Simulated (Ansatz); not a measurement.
Consider PbF₂.

Input file:

```
crystal:
  lattice:
    - [0.0, 2.9604388914, 3.0942507293]
    - [2.9604388914, 0.0, 3.0942507293]
    - [2.9604388914, 2.9604388914, 0.0]
  atoms:
    - { symbol: Pb, position: [0.0, 0.0, 0.0] }
    - { symbol: F, position: [0.25, 0.25, 0.25] }
    - { symbol: F, position: [0.75, 0.75, 0.75] }
kpoints:
  mp_grid: { grid: [8, 8, 8] }
  band_path:
    path:
      - [0.0, 0.0, 0.0]
      - [0.5, 0.0, 0.5]
      - [0.625, 0.25, 0.625]
      - [0.375, 0.375, 0.75]
      - [0.5, 0.5, 0.5]
      - [0.5, 0.25, 0.75]
      - [0.3125, 0.489583, -0.197917]
      - [0.0, 0.5, 0.5]
    npoints: 1
hamiltonian:
  xc: r2scan
scf:
  occupations: { method: fixed }
  n_extra_bands: 4
output:
  forces: true
  stress: true
  eigenvalues: true
  write_density: true
  write_potential: true
  elf: true
  volumetric_format: npy
```

Command:

```sh
ansatz run input.yaml --threads 4 --pin off --max-ram 3686MiB --backend cpu --events-out ev --progress --plain --runs-dir out
```

Below, planes, directions and counts refer to the conventional cell (a = 4.19 Å, b = 4.19 Å, c = 6.19 Å, α = 90.00°, β = 90.00°, γ = 90.00°).

Space group I4/mmm; started from the fluorite prototype, which need not be the ambient phase; changed on purpose from its base cell (uniaxial z strain +4.5%); computed pressure about −3 GPa in this cell.

Theory: DFT, r2SCAN, plane waves, PAW (Ansatz).

Q: Predict the valence pseudo-density and electron localisation function between the atoms.

A: Pb–F (2.60 Å): ρ at the midpoint is about 0.23 e/Å³; the ELF is about 0.10 at the midpoint (no shared electron pair shows on this line).

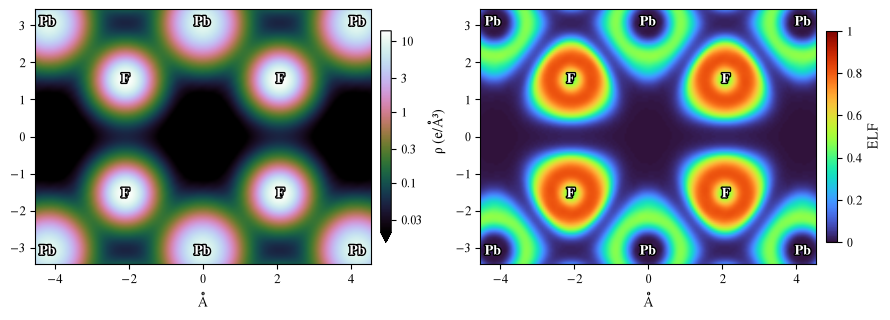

Computed valence pseudo-density and electron localisation function on the (100) plane of the conventional cell, in this order. 
